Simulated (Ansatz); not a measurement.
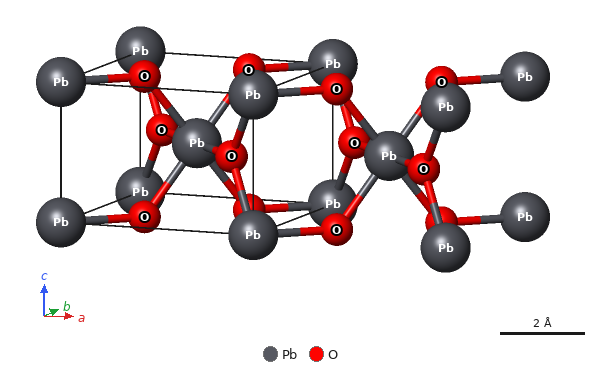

The starting point is crystalline PbO$_{2}$ (built on the rutile type) at its r2SCAN-relaxed geometry. The picture is a ball-and-stick view of the cell of the calculation, repeated 2 × 1 × 1 with one cell outlined, seen slightly off an axis.

Theory: DFT, PBE, plane waves, PAW in Ansatz. (plane-wave cutoff 420 eV; k-point mesh 6 × 6 × 8; occupations fermi dirac; smearing width 0.02 eV; no spin polarisation)

Now this is done to it. All lengths are scaled by +3.0 % (volume +9.3 %). The atoms were relaxed with r2SCAN under that strain, and this is a single point on that geometry.

Input file:
```yaml
crystal:
  lattice:
    - [5.1333614635, 0.0, 0.0]
    - [0.0, 5.1333614635, 0.0]
    - [0.0, 0.0, 3.5098509722]
  atoms:
    - { symbol: Pb, position: [0.0, 0.0, 0.0] }
    - { symbol: Pb, position: [0.5, 0.5, 0.5] }
    - { symbol: O, position: [0.3095752557, 0.3095752557, 0.0] }
    - { symbol: O, position: [0.1904247443, 0.8095752557, 0.5] }
    - { symbol: O, position: [0.8095752557, 0.1904247443, 0.5] }
    - { symbol: O, position: [0.6904247443, 0.6904247443, 0.0] }
kpoints:
  mp_grid: { grid: [6, 6, 8] }
  band_path:
    path:
      - [0.0, 0.0, 0.0]
      - [0.0, 0.5, 0.0]
      - [0.5, 0.5, 0.0]
      - [0.0, 0.0, 0.5]
      - [0.0, 0.5, 0.5]
      - [0.5, 0.5, 0.5]
      - [-0.047038, -0.047038, 0.125]
      - [-0.135091, 0.135091, -0.008138]
    npoints: 1
hamiltonian:
  xc: pbe
scf:
  occupations: { method: fermi_dirac, width: 0.02 }
  n_extra_bands: 5
output:
  forces: true
  stress: true
  eigenvalues: true
```

Launched with:
```bash
ansatz run input.yaml --threads 2 --pin off --max-ram 29491MiB --backend cpu --events-out ev --progress --plain --runs-dir out
```

Question: What is the effect?

Answer: The energy falls by 3.5 meV per atom. Pressure: 6.3 GPa before, −4.3 GPa after. The principal stresses (compression positive) are −5.9 GPa along c and −3.6 GPa across it. The largest forces, 0.055 eV/Å, act on O3, O4, O5 and O6; on O3 it points along [−1 −1 0]. Some distances before and after: O–Pb 2.165 → 2.247 Å, O–Pb 2.179 → 2.234 Å. The space group stays P4_2/mnm (No. 136).

Drawn alike, the variant:

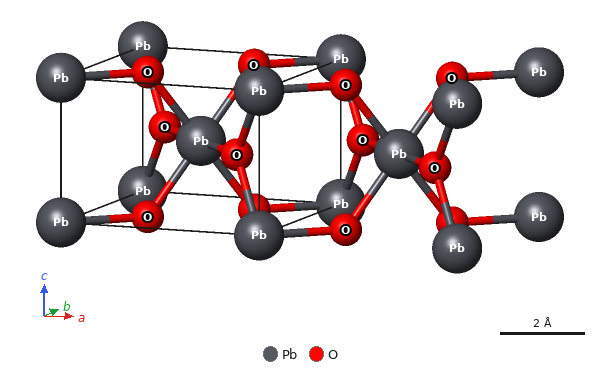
